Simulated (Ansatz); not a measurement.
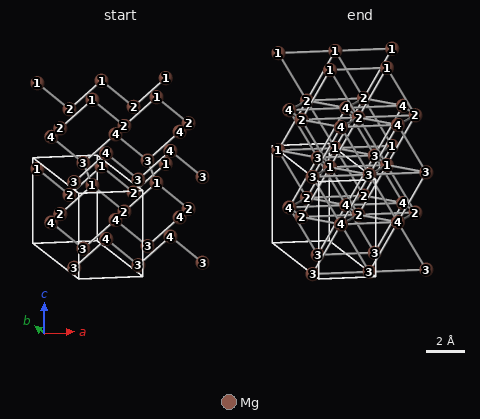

The structure of crystalline Mg (built on the black phosphorus_64 type) (coarse preliminary run) before (left) and after (right) a relaxation, at one scale.

The picture is a ball-and-stick view of the conventional cell (2 times the calculation's cell), repeated 2 × 1 × 2 with one cell outlined, seen slightly off an axis. Lengths and directions refer to the drawn axes.

Case: black phosphorus type (Cmce, No. 64).

Computed with DFT PBEsol, scalar-relativistic, plane waves, PAW in Ansatz 0.2.0. Set-up: plane-wave cutoff 420 eV; k-point mesh 6 × 6 × 4; occupations gaussian; smearing width 0.1 eV; no spin polarisation; cell and atoms relaxed; force threshold 0.04 eV/Å; at most 70 steps.

What changed between the two?

The largest moves relative to the cell, 0.62 Å, are those of Mg1, Mg2, Mg3 and Mg4. Mg1 goes along [0 −1 3]. Cell: a 3.547 → 3.145 Å (−11.3 %), b 11.253 → 11.419 Å (+1.5 %), c 4.694 → 5.327 Å (+13.5 %). Volume +2.1 %. Near-neighbour distances that change, for instance: Mg1–Mg3 3.945 → 3.109 Å, Mg1–Mg2 2.324 → 3.093 Å, Mg1–Mg3 (another image) 2.362 → 3.027 Å, Mg1–Mg2 (another image) 3.652 → 3.093 Å. New bonds form: Mg1–Mg3 (3.95 → 3.11 Å), Mg2–Mg4 (3.95 → 3.11 Å). Bond angles that change, for instance: Mg2–Mg1–Mg2 99.5° → 61.1°, Mg2–Mg1–Mg3 103.4° → 90.0°. The space group (tolerance 0.01 Å) goes from Cmce (No. 64) to Fmmm (No. 69). Over 7 accepted moves (8 points after the start) the energy falls by 5.117 eV per cell of the calculation. The largest force component goes from 3.2 to 0.00066 eV/Å. The pressure goes from 16.49 to 0.01 GPa. At 1 point the geometry stayed and the basis and grid were re-selected for the new cell (energy shift of 1.6 meV per cell of the calculation at most each time). The run took of the order of 30 core-seconds on a shared host.
